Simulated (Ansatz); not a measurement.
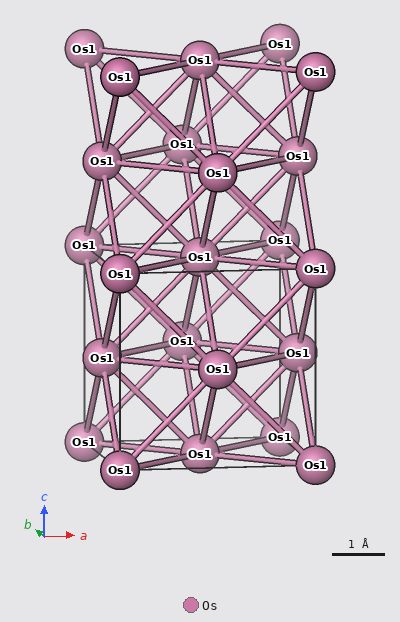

The structure (ball-and-stick view of the cell 4 times as large as that of the calculation, set on its symmetry axes, repeated 1 × 1 × 2, seen slightly off an axis; atoms are numbered from 1 in the order of the input). Near neighbours in the crystal (not all of them lie inside the picture): Os has 12 Os at 2.75 Å.

# Single-point calculation of Os

System: Os (Fm-3m, 1 atom in the cell).
Method: DFT, r2SCAN, PAW with Ansatz's default frozen-core files, scalar-relativistic, no spin polarisation (Ansatz 0.2.0).

The structure derives from an entry of the Crystallography Open Database. It belongs to a series of runs on one base structure; here: no spin polarisation, PAW files. Figures and captions count atoms from 1; the log counts them from 0 in places.

What the program printed:
```
Engine: ansatz 0.2.0, aarch64-unknown-linux-gnu
Pseudopotentials: kind: paw
Pseudopotential: Os, paw, valence charge 16, recommended cutoff 500 eV (meta_gga), Os.paw.azcp
Functional definition: r2SCAN
  parameter k0 = 0.174
  parameter k1 = 0.065
  parameter a1 = 4.9479
  exchange = r2scan_x(k0 = k0, k1 = k1, a1 = a1)
  correlation = r2scan_c
Crystal: 1 atoms, lattice volume = 14.716 Å³
Basis set: ecut = 500 eV, 339 PW (Γ), exchange–correlation on 96×96×96 points (64 copies of the dense FFT grid, shifted against one another)
Bands: 12, of which v1, the nominal top of the filled ones, is band 8 counted from 1 (7 counted from 0)
Symmetry: 48 space group operations
Space group: Fm-3m (ITA 225), of the structure as read, at distance tolerance 2.5e-5 Å
k-points: 165 of 4913
Non-local potential: Os, projectors of the file, l = 0: 3, l = 1: 2, l = 2: 2, l = 3: 1
PAW form: soft (Blöchl's): semilocal exchange-correlation on the pseudo side does not see the compensation charge
PAW frozen core: Os, regenerated for the run's functional (the file was generated under x = pbe(κ = 0.804, μ = 0.2195149727645171), c = pbe(β = 0.06672455060314922))
PAW one-centre angular grid: Os, 590 points (default); XC on 160 Gauss nodes
Initial density: superposition of atomic densities (neutral atoms: chi_scale 0, normalization atom), corrected by the library's trained network
Initial wavefunctions: pseudopotential atomic-orbital guess
Functional: x = r2scan, c = r2scan; τ floored in thin density (d = 2e-4 eV/Å³)
SCF iter   1: F=-11397.440104 eV  HF=-11397.424564 eV  |F-HF|=1.55e-2  |Δ(HF+E_count)|=         —  Δρ=9.06e-3  dr2=4.14e-3  dr2_τ=1.66e-2  ethr=1.77e-3  ⟨swp⟩=5.1  Hψ=11759  notcnv=0
preconditioner: auto → none  [metal: Δε(μ)=0.005 eV  Ē_g=12.031 eV  σ=0.050 eV  W_gap=0.02  n_scr=0 (ndim 8)  ℏωp=27.4 eV  f_vac=0.000  D(μ)=1.19/eV (n_scr^D=14)]
SCF iter   2: F=-11397.441081 eV  HF=-11397.440507 eV  |F-HF|=5.74e-4  |Δ(HF+E_count)|=   1.59e-2  Δρ=4.01e-3  dr2=4.35e-4  dr2_τ=2.85e-4  ethr=2.59e-5  ⟨swp⟩=2.0  Hψ=5271  notcnv=0  defer=9
SCF iter   3: F=-11397.441133 eV  HF=-11397.441066 eV  |F-HF|=6.76e-5  |Δ(HF+E_count)|=   5.59e-4  Δρ=1.23e-3  dr2=3.77e-5  dr2_τ=2.71e-5  ethr=2.72e-6  ⟨swp⟩=2.3  Hψ=3178  notcnv=0  defer=9
SCF iter   4: F=-11397.441135 eV  HF=-11397.441134 eV  |F-HF|=1.72e-6  |Δ(HF+E_count)|=   6.77e-5  Δρ=1.03e-4  dr2=6.63e-7  dr2_τ=6.94e-8  ethr=2.36e-7  ⟨swp⟩=2.0  Hψ=2688  notcnv=0  defer=9
iter 5 did not close the SCF: its close was put off for the readings that it lacked (scf_convergence_deferred on its scf_iter line)
SCF iter   5: F=-11397.441136 eV  HF=-11397.441136 eV  |F-HF|=5.03e-8  |Δ(HF+E_count)|=   2.36e-6  Δρ=2.60e-5  dr2=8.86e-8  dr2_τ=1.51e-8  ethr=4.14e-9  ⟨swp⟩=2.0  Hψ=3150  notcnv=0  defer=9
SCF iter   6: F=-11397.441136 eV  HF=-11397.441136 eV  |F-HF|=8.26e-10  |Δ(HF+E_count)|=   2.09e-8  Δρ=3.24e-6  dr2=8.51e-10  dr2_τ=6.88e-11  ethr=5.54e-10  ⟨swp⟩=2.4  Hψ=6811  notcnv=0
SCF 1 converged in 6 iterations: F = -11397.441136 eV  dr2 = 8.51e-10
  greatest PAW one-centre occupation: 1.000 electrons in one spin orbital (limit 2), on the Os atom at site 0 (counted from 0), in its partial waves of l = 0
SCF converged after 6 iterations
Free energy (F): -11397.441136 eV
Harris-Foulkes:  -11397.441136 eV  (|F-HF|=8.26e-10)
Internal energy: -11397.431747 eV  (E = F + TS)
E sigma→0 (E₀):  -11397.436441 eV
Entropy (-TS):   -0.009389 eV (-9.389 meV/atom)
Fermi energy:    24.155130 eV
--- Per-component energies (eV) ---
  E_band       = -103.688596
  E_kinetic    = 561.050187
  E_local      = -834.154634  (includes V_loc(G=0)·N_el)
  E_nonlocal   = -1.746938
  E_hartree    = 341.078685
  E_xc         = -252.151312
  E_vxc        = -313.037763  (∫ρ·V_xc dr)
  E_paw        = -9038.729337  (= ΣΔE_a)
  E_vpaw       = -216.278462  (= ΣTr[D̂ρ^β])
  E_aug_tail   = -0.000142  (compensation charges beyond the density's cutoff)
  E_vtau       = 18.322592  (kinetic-family band-sum trace: ∫τ·v_τ [+ j·A + Jᵃ·Aᵃ] dr)
  E_ewald      = -2172.393244
  E_core_change = -0.385013  (= ΣΔE_core)
  E_smearing   = -0.009389  (= −TS)
  E_closure    = 0.000000  (closes the sum)
  Σ components = -11397.441136   (vs F -11397.441136, Δ=0.00e0)
--- Forces (eV/Å), atoms counted from 1 ---
  atom   1  Os    -0.00000000    -0.00000000     0.00000000
  max |Σ_I F_I| component: 9.04e-32 eV/Å
--- Stress (GPa, compression-positive) ---
      -16.824231       0.000000      -0.000000
       -0.000000     -16.824231      -0.000000
        0.000000       0.000000     -16.824231
  P = ⅓ Tr σ = -16.8242 GPa (-168.242 kbar)
--- Band table (eV; the first three rows and the last of 165) ---
  k-point 0: bands = ["-64.2879", "-22.5699", "-22.5699", "-22.5699", "13.2899", "21.2715", "21.2715", "21.2715", "24.1908", "24.1908", "38.1448", "43.9240"]
  k-point 1: bands = ["-64.2849", "-22.6047", "-22.5746", "-22.5746", "13.4525", "21.1723", "21.3435", "21.3435", "24.1387", "24.1387", "38.4390", "43.2112"]
  k-point 2: bands = ["-64.2762", "-22.7036", "-22.5878", "-22.5878", "13.9204", "20.9216", "21.5277", "21.5277", "24.0295", "24.0295", "39.2338", "41.8069"]
  k-point 164: bands = ["-64.1676", "-23.2453", "-23.1849", "-22.9316", "18.5252", "19.7780", "20.2970", "23.4569", "27.1046", "32.8548", "34.5661", "34.7086"]
--- Löwdin populations: 1 site ---
  site symbol       q [e]
     0     Os     15.8152
  spilling = 0.011551 (of n_electrons = 16.000000)
```

File populations.tsv:
```
# site	symbol	l	j	q
# orbitals = lowdin
# n_electrons = 16.000000
# spilling = 0.011551
0	Os	0_5S	-	1.987659
0	Os	0_6S	-	0.953519
0	Os	1_5P	-	5.995984
0	Os	2_5D	-	6.878028
```

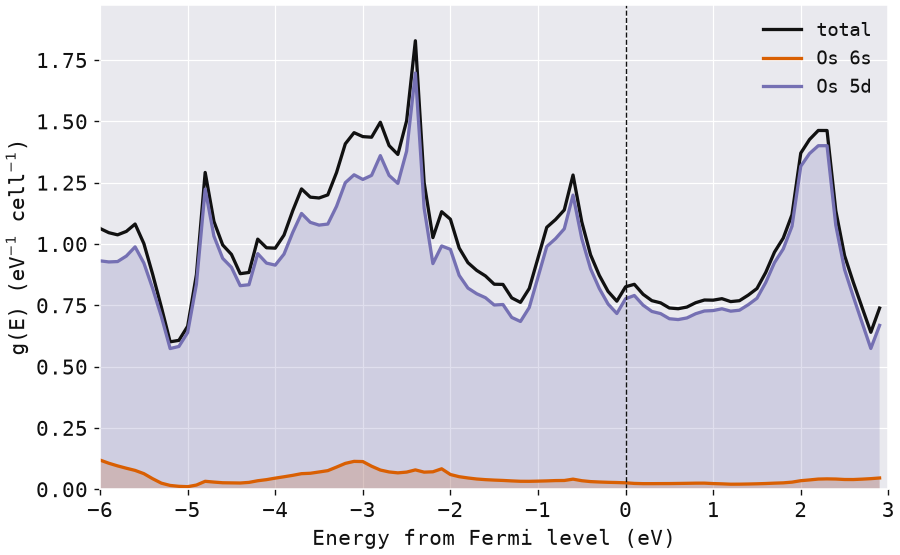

Density of states (projected on Löwdin-orthogonalised atomic shells), with energies from the Fermi level. There are states at the Fermi level: a metal at this level of theory.

This output came from the following input.

The input:
```yaml
crystal:
  lattice:
    - [0.0, 1.945, 1.945]
    - [1.945, 0.0, 1.945]
    - [1.945, 1.945, 0.0]
  atoms:
    - { symbol: Os, position: [0.0, 0.0, 0.0] }
kpoints:
  mp_grid: { grid: [17, 17, 17] }
scf:
  occupations: { method: fermi_dirac, width: 0.05 }
  lower_state_search: "off"
hamiltonian:
  xc: r2scan
  pseudopotentials: { kind: paw }
output:
  forces: true
  stress: true
  eigenvalues: true
  populations: true
  dos: { projected: true, de: 0.1, e_range: [-8, 5] }
```

Launched with:
```bash
ansatz run input.yaml --threads 1 --pin off --max-ram 3072MiB --backend cpu --events-out ev --progress --plain --runs-dir out
```

Key numbers:

- outcome: converged
- space group (tolerance 0.01 Å): Fm-3m (225)
- electrons treated: 16
- free energy: −11397.4411 eV
- Fermi energy: 24.155 eV
- pressure: −16.82 GPa
- electronic character: metal
- largest force (length of the vector): under 0.001 eV/Å
- hardware: 1 thread of Arm Neoverse V1, 24 GiB of memory available, shared host
- wall time: 5.5 s
- peak memory: 0.35 GiB

Notes:

Spin–orbit coupling is left out, which matters for Os. The cell is under a tension of 16.8 GPa at this level, so it is not at its equilibrium volume.
